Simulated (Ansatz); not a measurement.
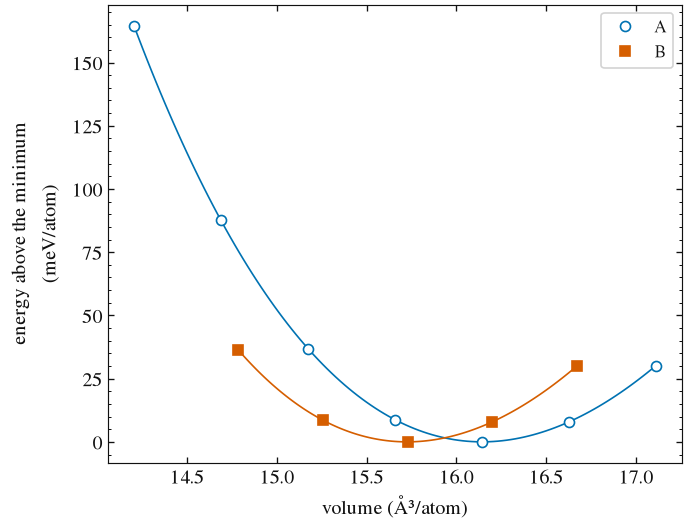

The figure compares two calculations of the energy above the minimum against volume, each curve from its own zero. The first is for Zr₂N, space group P4_2/mnm (No. 136).

The cell holds 6 atoms.

Method: third-order Birch-Murnaghan fit to density functional energies at scaled volumes of the given relaxed cell, shape and atoms relaxed at each volume; energies count from the fitted minimum; plane waves with PAW datasets, Γ-centred k mesh (Ansatz 0.2.0). Level: r2SCAN, no spin polarisation.

wave cutoff 500 eV; k mesh 8×8×10; occupations Gaussian; smearing width 0.1 eV.

In the second, the level changes from r2SCAN to PBEsol. The second calculation uses wave cutoff 420.0 eV.

**Which of A and B is the second calculation, and what did the change do?**

B. The equilibrium volume falls from 16.14 to 15.73 Å³/atom (−2.5 %) and the bulk modulus rises from 183 to 187 GPa (+2.2 %).

V0 and the bulk modulus come from third-order Birch–Murnaghan fits.
